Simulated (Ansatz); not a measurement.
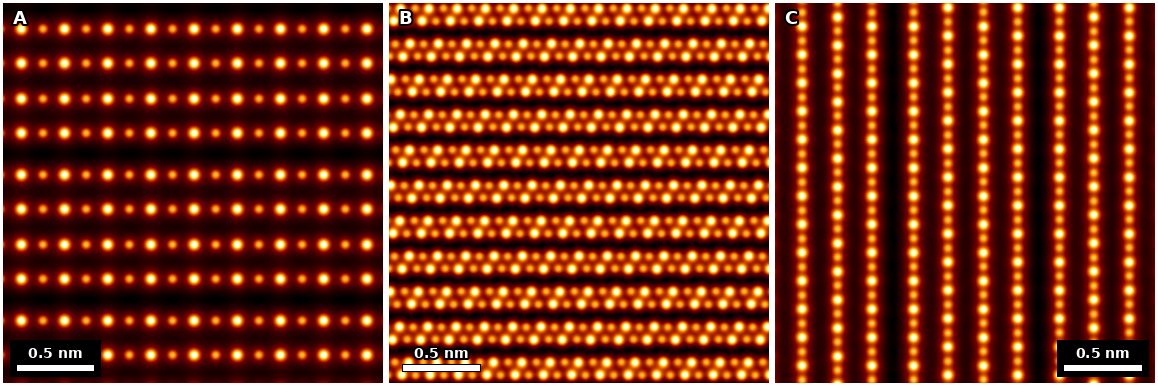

Three views of Ta (R-3m, No. 166) along different zone axes. Computed as the sum of neutral-atom potentials (tabulated electron scattering factors, B = 0.5 Å²) projected along the beam and smoothed by 0.25 Å; brighter is more positive. The display is stretched by a gamma of 0.7; percentages refer to the linear signal. Atomic positions: coordinates from a relaxation with Ansatz, DFT r2SCAN, scalar-relativistic, plane waves, PAW; the starting structure was generated, so it need not be a known form of this composition.

```
CELL_PARAMETERS angstrom
5.63540 0.00000 0.00000
-2.81770 4.88040 0.00000
0.00000 0.00000 28.54758
ATOMIC_POSITIONS crystal
Ta 0.16781 0.83219 0.88097
Ta 0.16781 0.33561 0.88097
Ta 0.66439 0.83219 0.88097
Ta 0.16553 0.83447 0.78570
Ta 0.66895 0.83447 0.78570
Ta 0.16553 0.33105 0.78570
Ta 0.50211 0.49789 0.70722
Ta 0.50211 0.00422 0.70722
Ta 0.99578 0.49789 0.70722
Ta 0.83123 0.16877 0.95945
Ta 0.33755 0.16877 0.95945
Ta 0.83123 0.66245 0.95945
Ta 0.83447 0.16553 0.21430
Ta 0.83447 0.66895 0.21430
Ta 0.33105 0.16553 0.21430
Ta 0.83219 0.16781 0.11903
Ta 0.33561 0.16781 0.11903
Ta 0.83219 0.66439 0.11903
Ta 0.16877 0.83123 0.04055
Ta 0.16877 0.33755 0.04055
Ta 0.66245 0.83123 0.04055
Ta 0.49789 0.50211 0.29278
Ta 0.00422 0.50211 0.29278
Ta 0.49789 0.99578 0.29278
Ta 0.50114 0.49886 0.54764
Ta 0.50114 0.00228 0.54764
Ta 0.99772 0.49886 0.54764
Ta 0.49886 0.50114 0.45236
Ta 0.00228 0.50114 0.45236
Ta 0.49886 0.99772 0.45236
Ta 0.83544 0.16456 0.37389
Ta 0.83544 0.67088 0.37389
Ta 0.32912 0.16456 0.37389
Ta 0.16456 0.83544 0.62611
Ta 0.67088 0.83544 0.62611
Ta 0.16456 0.32912 0.62611
```

Match the panels to the zone axes [201], [210] and [310].

A is [210]: projected cell 2.82 × 9.52 Å, 90°, plane group p2mm. B is [201]: projected cell 1.85 × 4.66 Å, 98°. C is [310]: projected cell 1.84 × 9.54 Å, 94°, plane group p2.
